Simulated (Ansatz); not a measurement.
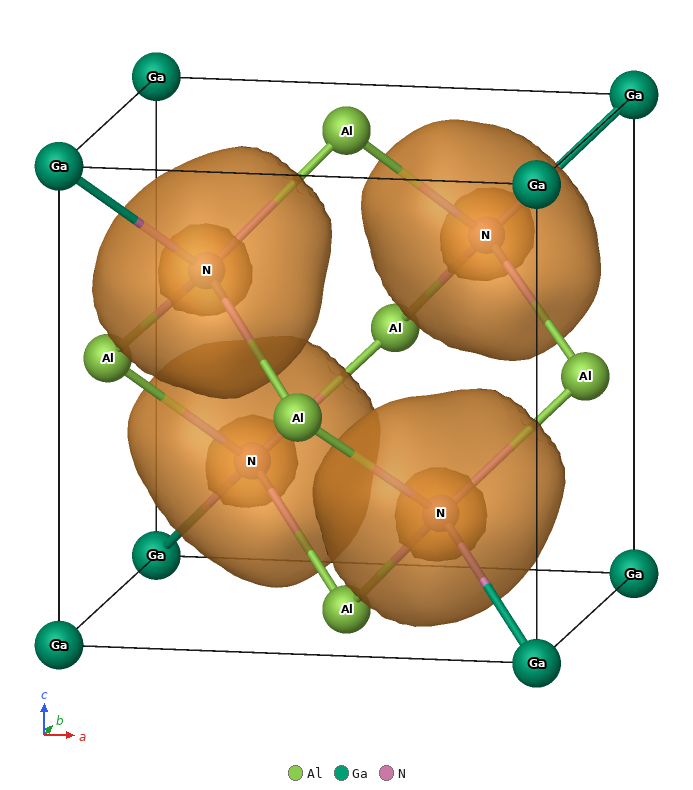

Figure. Al3GaN4. Isosurface of the ELF at 0.65 (orange), seen slightly off an axis. Core shells and regions of very low density are left out. Sticks mark near contacts.

Space group P-4; a structure from a database of computed crystals, not necessarily the ambient phase.

These are results of DFT PBEsol, scalar-relativistic, plane waves, PAW (Ansatz 0.2.0), not measurements.

Core electrons are frozen (PAW), and the valence fields are smoothed inside the atomic spheres.

```cif
data_structure
_symmetry_space_group_name_H-M 'P 1'
_symmetry_Int_Tables_number 1
_cell_length_a 4.4070
_cell_length_b 4.4070
_cell_length_c 4.4070
_cell_angle_alpha 90.000
_cell_angle_beta 90.000
_cell_angle_gamma 90.000
_cell_volume 85.59
loop_
_atom_site_label
_atom_site_type_symbol
_atom_site_fract_x
_atom_site_fract_y
_atom_site_fract_z
_atom_site_occupancy
Al1 Al 0.00000 0.50000 0.50567 1
Al2 Al 0.50000 0.00000 0.49433 1
Al3 Al 0.50000 0.50000 0.00000 1
Ga1 Ga 0.00000 0.00000 0.00000 1
N1 N 0.74276 0.74665 0.74471 1
N2 N 0.25724 0.25335 0.74471 1
N3 N 0.25335 0.74276 0.25529 1
N4 N 0.74665 0.25724 0.25529 1
```

Q: What do the ELF domains correspond to?

A: At this value the surface marks out four regions on N in which the atom's valence shell and bonds are merged, counted in one cell of 8 atoms. Regions shared between cells count once.

Values along the shortest contacts:
Al–N (1.89 Å): the ELF peaks at about 0.90 between the atoms, as expected for a shared but strongly polarised pair. Ga–N (1.95 Å): the ELF peaks at about 0.80 in the valence shell of N, 0.7 Å from its nucleus, and is about 0.45 at the midpoint.

Q: Metal or insulator at this level of theory?

A: It is gapped, with a Kohn–Sham gap of 3.3 eV on the k-point mesh (the band edges may lie off the mesh, which would make the gap smaller).
